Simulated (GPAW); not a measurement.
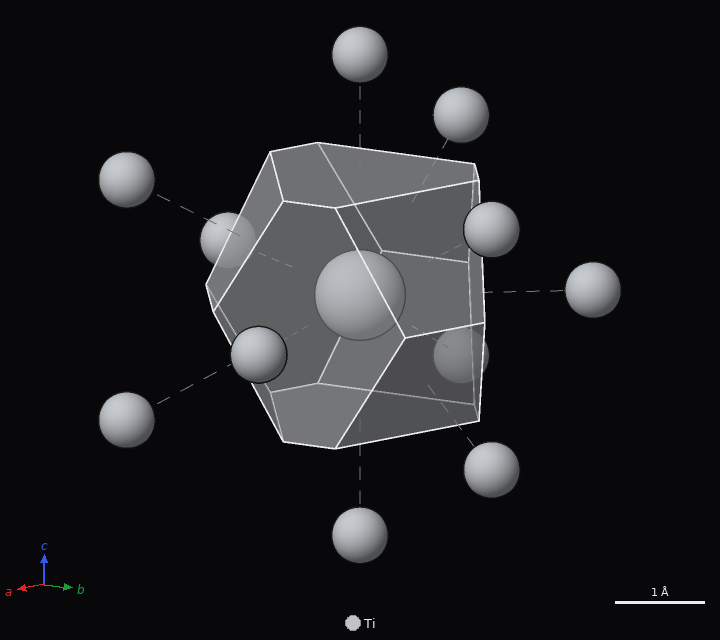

Voronoi–Dirichlet polyhedron, computed geometrically; every face belongs to one neighbour and no atomic radii are used. Central atom: Ti1 (2d) in Ti; faces take the colour of the neighbour behind them. Origin: a cell listed in the Materials Project, as set up for an electronic-structure calculation.

Ti, space group P6/mmm (No. 191), a = 4.567 Å, b = 4.567 Å, c = 2.826 Å, α = 90.00°, β = 90.00°, γ = 120.00°

| site | Wyckoff | x | y | z |
| --- | --- | --- | --- | --- |
| Ti1 | 2d | 0.6667 | 0.3333 | 0.5000 |
| Ti2 | 1a | 0.0000 | 0.0000 | 0.0000 |

Question: Give the Voronoi index ⟨n3,n4,n5,n6,…⟩ (numbers of faces with 3, 4, 5, 6 … edges).

Answer: 11 faces, index ⟨0,6,0,5⟩.

Question: Tabulate the neighbours by distance and solid angle.

Answer:
```json
{"neighbour": "Ti", "faces": "3", "distance (Å)": "2.64", "solid angle (% of sphere)": "37.3"}
{"neighbour": "Ti", "faces": "2", "distance (Å)": "2.83", "solid angle (% of sphere)": "21.7"}
{"neighbour": "Ti", "faces": "6", "distance (Å)": "2.99", "solid angle (% of sphere)": "41.0"}
```
